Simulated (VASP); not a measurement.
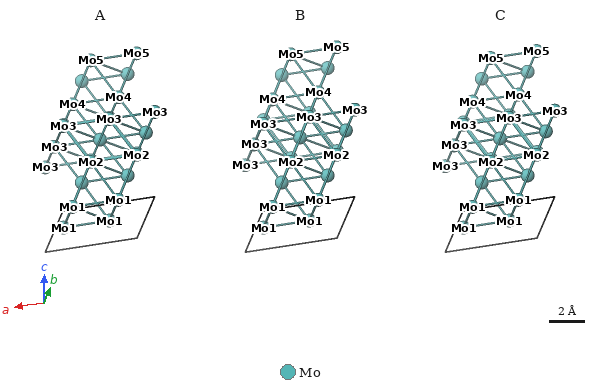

3 geometries from one relaxation of a slab of composition Mo, in shuffled order. The picture is a ball-and-stick view of the 2 × 2 repeat of the cell, outlined in the plane, without the vacuum, seen from a free direction.

The run lets the atoms move in a fixed cell. 2 atoms are held fixed.

These are results of Kohn-Sham DFT of a periodic cell, PBE with D3, VASP PAW PBE potentials, recommended (VASP 6.6.1), not measurements. Settings: plane-wave cutoff 520 eV; k-point mesh 11 × 11 × 1; occupations gaussian; smearing width 0.05 eV; no spin polarisation.

**Put them in the order of the run, from the start to the converged end.**

B, C, A. They are steps 0, 6, 13, at +79.4 meV per cell of the calculation, +32.1 meV per cell of the calculation relative to the last. The energy falls by 79.4 meV per cell of the calculation in 13 geometry steps. The largest force component goes from 0.26 to 0.31 eV/Å. The atom that moves furthest is Mo5 (0.39 Å along the normal (−c)). The lattice vectors keep their values. Among the contacts that change: Mo3–Mo4 2.850 → 2.712 Å, Mo2–Mo3 2.850 → 2.734 Å, Mo4–Mo5 2.850 → 2.788 Å. It ran on 1 thread of Intel(R) Xeon(R) 6975P-C (Granite Rapids) (shared host).
